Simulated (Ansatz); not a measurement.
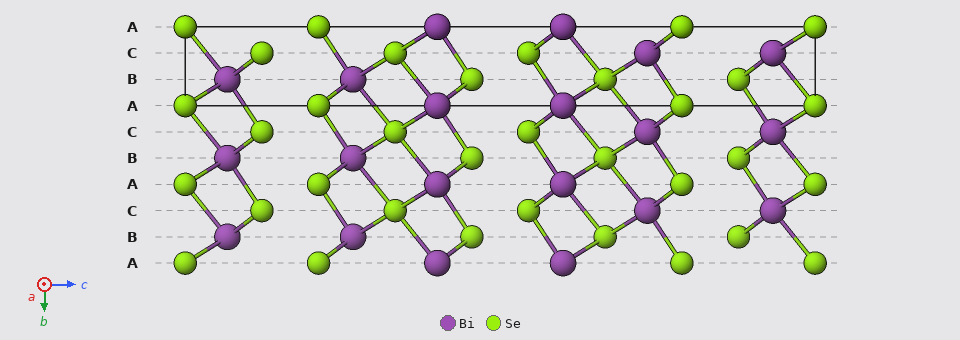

Projection along an edge of the hexagonal mesh, stacking direction c to the right. The dashed lines mark the three columns A (0, 0), B (1/3, 2/3) and C (2/3, 1/3). The sequence starts with the first layer at or above the cell's origin.

Bi₂Se₃: the geometry relaxed with DFT PBEsol, scalar-relativistic, plane waves, PAW in Ansatz.

### List the layers of one repeat.

Se(A) – Bi(B) – Se(C) – Se(A) – Bi(B) – Se(C) – Bi(A) – Se(B) – Se(C) – Bi(A) – Se(B) – Bi(C) – Se(A) – Se(B) – Bi(C) (15 layers in 28.62 Å).

### How are the Se layers alone stacked?

Se layers alone: ACACBCBAB, a mixed type, (chh) in Jagodzinski's notation.

### Which positions between or in the Se layers do the other atoms fill?

Bi: six octahedral sites in each hexagonal cell. Three of the nine gaps between Se layers are empty, 2.57 Å wide.
